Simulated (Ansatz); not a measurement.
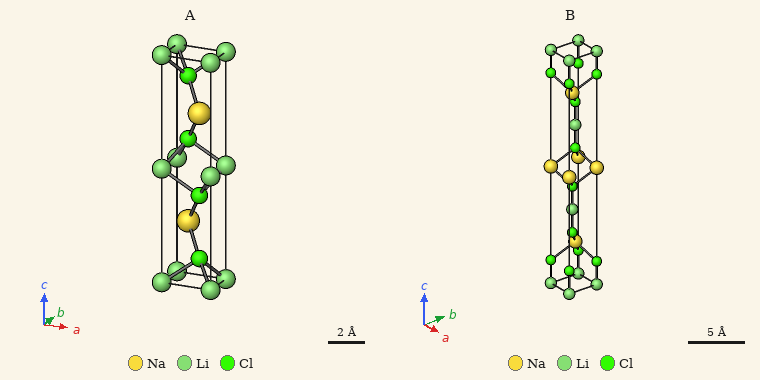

Two structures of NaLiCl2, each relaxed to rest (conventional cells in solid outline, small ones repeated, not to one scale). Method: DFT, PBEsol, plane waves, PAW in Ansatz, without spin polarisation.

### State the structure in each panel.

A: 8 atoms a cell on a primitive hexagonal lattice, P6_3/mmc. B: delafossite (3R) type, R-3m.

### Which polymorph is favoured?

A is lower, by 155 meV/atom at this level of theory (energies at zero smearing). Volumes: A 19.2, B 27.2 Å³/atom.

One or both may be structure types tried for this composition rather than known phases.
